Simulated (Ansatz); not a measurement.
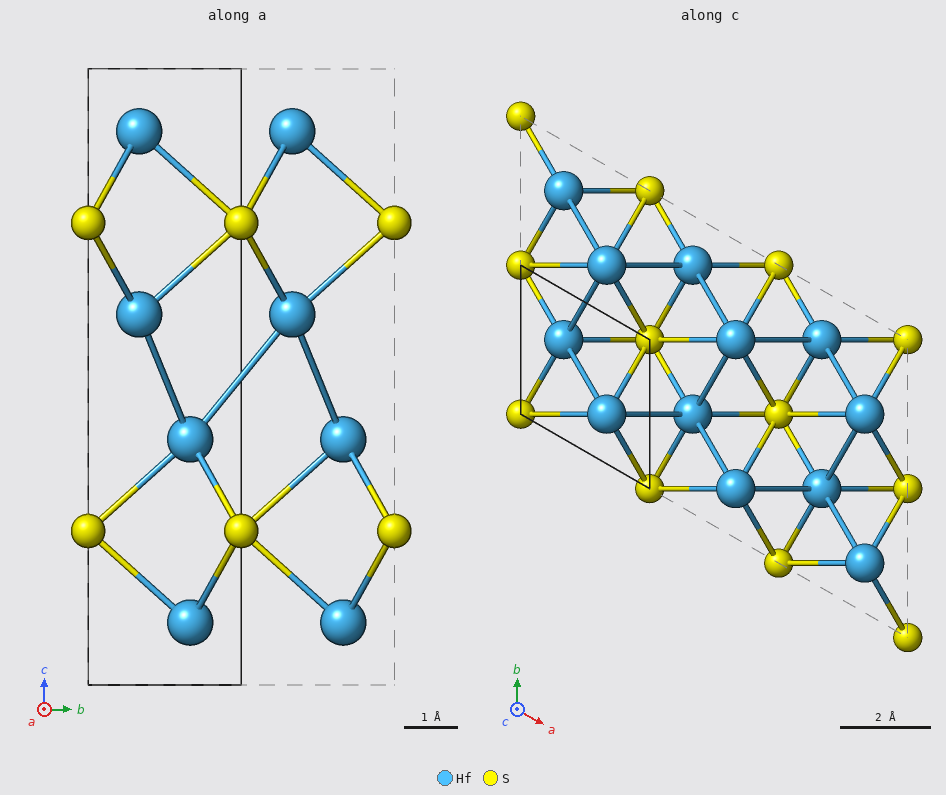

The image is a ball-and-stick drawing of a crystal, viewed along the a axis and along the c axis. The solid box is one conventional unit cell, and 3×2×1 cells are shown.

Hf$_{2}$S, space group P6_3/mmc (No. 194), a = 3.35 Å, b = 3.35 Å, c = 11.66 Å, α = 90.00°, β = 90.00°, γ = 120.00°.

The numbers come from Ansatz, DFT PBEsol, scalar-relativistic, plane waves, PAW, using E_cut = 420 eV, a 12×12×4 grid in reciprocal space, Gaussian smearing of 0.1 eV, no spin polarisation.

Classify it as metallic or gapped, with the value.

Answer. A metal: bands cross the Fermi level.

What is the computed pressure?

Answer. The computed pressure is 0.0 GPa, close to zero.

The cell started as a structure listed in the Materials Project. Earlier steps of the study, as a rule a relaxation of our own, may have changed the cell and positions, so they can lie some per cent off the listed ones. A calculation with Ansatz used it as input.
